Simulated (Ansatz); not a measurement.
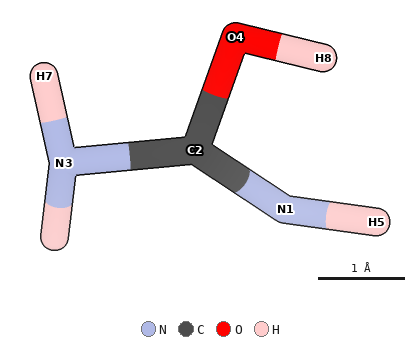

Fig. 1: The input geometry (stick view, seen at a tilt; atoms are numbered from 1 in the order of the input). Bond lengths as drawn: C–N 1.41 to 1.54 Å, C–O 1.42 Å, H–N 1.03 to 1.12 Å and H–O 1.04 Å.

Single-point calculation, with input and output: CH4N2O

The run: single-point calculation of CH4N2O. Method and program: RHF, ccsd/cc-pVDZ (Ansatz 0.2.0).

The geometry comes from this level: PBE0-D4/def2-TZVP.

The input:
```yaml
crystal:
  periodic: [false, false, false]
  atoms:
    - {symbol: N, position_ang: [-1.090442, 0.489724, -0.652790]}
    - {symbol: C, position_ang: [-0.003630, -0.046502, 0.059202]}
    - {symbol: N, position_ang: [1.292507, 0.525105, 0.668693]}
    - {symbol: O, position_ang: [0.077820, -1.413016, -0.311527]}
    - {symbol: H, position_ang: [-2.158736, 0.157454, -0.674966]}
    - {symbol: H, position_ang: [1.147151, 1.545142, 0.423347]}
    - {symbol: H, position_ang: [1.889421, -0.297704, 0.505607]}
    - {symbol: H, position_ang: [-0.939425, -1.541021, -0.509820]}
basis:
  gaussian: {orbitals: cc-pVDZ}
hamiltonian: {xc: {name: HF}}
correlation: {method: ccsd, electrons: all}
accuracy: high
scf: {lower_state_search: full}
```

Launched with:
```bash
ansatz run in.yaml --threads 2 --pin off --events-out ev --progress --plain --max-ram 4352MiB
```

Output:
```
Functional definition: HF
  name "HF"
  cite "Fock, Z. Phys. 61, 126 (1930) doi:10.1007/BF01340294"
  parent pbe
  exchange = exact_x
  correlation = 0
1791 factors; integrals over basis functions are off by at most 3.0e-9 eV
mean field evaluation 1: about -6086.2295 eV, gradient 4.3e1 eV
mean field evaluation 2: about -6086.2320 eV, gradient 4.3e1 eV
mean field evaluation 4: about -6090.3306 eV, gradient 4.1e0 eV
mean field evaluation 8: about -6090.4071 eV, gradient 5.8e-1 eV
mean field evaluation 16: about -6090.4111 eV, gradient 2.9e-8 eV
mean field -6090.41113952 eV, -223.8184811483 hartree, gradient 2.9e-8 eV, S^2 0.000000; 0 other end points of the search recorded, 0 dependent functions left out; unrestricted orbitals would lower it
reference -6090.41113952 eV, -223.8184811483 hartree; 16, 16 occupied and 60, 60 virtual orbitals, 1791 factors
second order -18.76842458 eV of doubles, -0.00000000 eV of singles
cycle   1  -18.63439712 eV  change    1.3e-1 eV  update   1.2e-1
cycle   2  -19.18741252 eV  change   -5.5e-1 eV  update   4.0e-2
cycle   3  -19.37179875 eV  change   -1.8e-1 eV  update   2.3e-2
cycle   4  -19.35759926 eV  change    1.4e-2 eV  update   6.5e-3
cycle   5  -19.35605498 eV  change    1.5e-3 eV  update   3.2e-3
cycle   6  -19.35654840 eV  change   -4.9e-4 eV  update   1.5e-3
cycle   7  -19.35542606 eV  change    1.1e-3 eV  update   9.3e-4
cycle   8  -19.35579887 eV  change   -3.7e-4 eV  update   4.9e-4
cycle   9  -19.35613897 eV  change   -3.4e-4 eV  update   2.1e-4
cycle  10  -19.35605636 eV  change    8.3e-5 eV  update   8.2e-5
cycle  11  -19.35613129 eV  change   -7.5e-5 eV  update   3.8e-5
cycle  12  -19.35613648 eV  change   -5.2e-6 eV  update   1.4e-5
cycle  13  -19.35613697 eV  change   -5.0e-7 eV  update   6.3e-6
cycle  14  -19.35613593 eV  change    1.0e-6 eV  update   2.6e-6
cycle  15  -19.35613407 eV  change    1.9e-6 eV  update   1.1e-6
cycle  16  -19.35613392 eV  change    1.5e-7 eV  update   4.2e-7
cycle  17  -19.35613413 eV  change   -2.0e-7 eV  update   2.0e-7
cycle  18  -19.35613422 eV  change   -9.3e-8 eV  update   9.7e-8
cycle  19  -19.35613426 eV  change   -4.1e-8 eV  update   5.2e-8
cycle  20  -19.35613423 eV  change    2.7e-8 eV  update   3.7e-8
cycle  21  -19.35613407 eV  change    1.6e-7 eV  update   1.6e-7
cycle  22  -19.35613409 eV  change   -2.1e-8 eV  update   4.6e-8
cycle  23  -19.35613409 eV  change    4.7e-9 eV  update   2.0e-8
cycle  24  -19.35613409 eV  change   -3.3e-9 eV  update   1.1e-8
cycle  25  -19.35613409 eV  change   -3.3e-9 eV  update   6.3e-9
cycle  26  -19.35613409 eV  change   6.6e-10 eV  update   2.9e-9
Total energy: -6109.76727361 eV, -224.5298059561 hartree
```

Key numbers:

- outcome: converged
- total energy: −6109.7673 eV
- mean-field energy: −6090.4111 eV
- CCSD correlation: −19.3561 eV
- T1 diagnostic: 0.017
- SCF solution under orbital rotations: stable within restricted orbitals
- hardware: 2 threads of Arm Neoverse V2, 23 GiB of memory available, shared host
- wall time: 11 s (CPU time 20 s)
- peak memory: 0.48 GiB
